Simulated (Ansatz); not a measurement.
**Geometry relaxation, with input and output: Co (part 3 of 3)**

Continued. System: Co (slab, 3 atoms in the cell). Method: DFT PBEsol, scalar-relativistic, plane waves, PAW, spin-polarised (Ansatz 0.2.0); cutoff 420 eV, 12×12×1 k-mesh, Gaussian smearing of 0.1 eV, collinear spins. The structure derives from an entry of the Crystallography Open Database. The input holds or restrains some coordinates. Forces given for the steps count only the free coordinates. It belongs to a series of runs on one base structure; here: clean slab, lower half held.

Geometry of the input (Å; fractional positions):
```
2.4564  0.0000  0.0000
-1.2282  2.1273  0.0000
0.0000  0.0000  20.9694
Co 0.3333  0.6667  0.4054
Co 0.6667  0.3333  0.5000
Co 0.3333  0.6667  0.5946
```

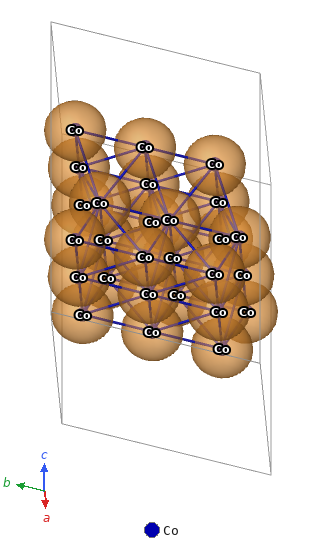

**Figure 1.** Isosurface of the valence pseudo-density at 0.5 e/Å³ (orange), seen at an oblique angle. Sticks mark near contacts. At this value the density breaks into separate islands; it holds about 85 % of the electrons treated as valence (semicore included). It is pinched off along the Co–Co (2.41 Å) and Co–Co (2.46 Å) contacts. On the grid the lowest density along these lines, outside the cores, is 0.39 e/Å³ (Co–Co, 2.41 Å) and 0.36 e/Å³ (Co–Co, 2.46 Å). In a PAW calculation such maps are meaningful between the atoms, not at the nuclei.

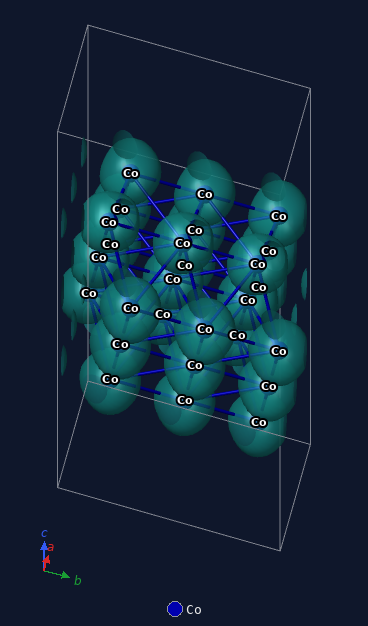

**Figure 2.** Isosurfaces of the magnetisation density (up minus down) at +0.1 (teal) and −0.1 e/Å³ (pink), seen at an oblique angle. Sticks mark near contacts. The cell of the calculation (3 atoms) carries 5.1 μB net. Only one sign reaches the isovalue.

Key numbers:

- outcome: converged under the restraints of the input
- electrons treated: 51
- free energy: −15277.3013 eV
- work function, top face: 5.12 eV
- work function, bottom face: 5.12 eV
- Fermi energy: 1.990 eV
- gap on the k-point mesh: none (metallic)
- net moment of the cell: 5.09 μB
- integrated absolute moment: 5.51 μB
- final volume: 109.58 Å³
- work function (upper face): 5.12 eV
- largest force (length of the vector) at the end, held atoms and coordinates included: 0.005 eV/Å
- hardware: 1 thread of Intel Xeon (Granite Rapids), 32 GiB of memory available, shared host
- wall time: 34 s
- peak memory: 0.47 GiB

The program warns: the exchange-correlation potential is rough where the density is thin.
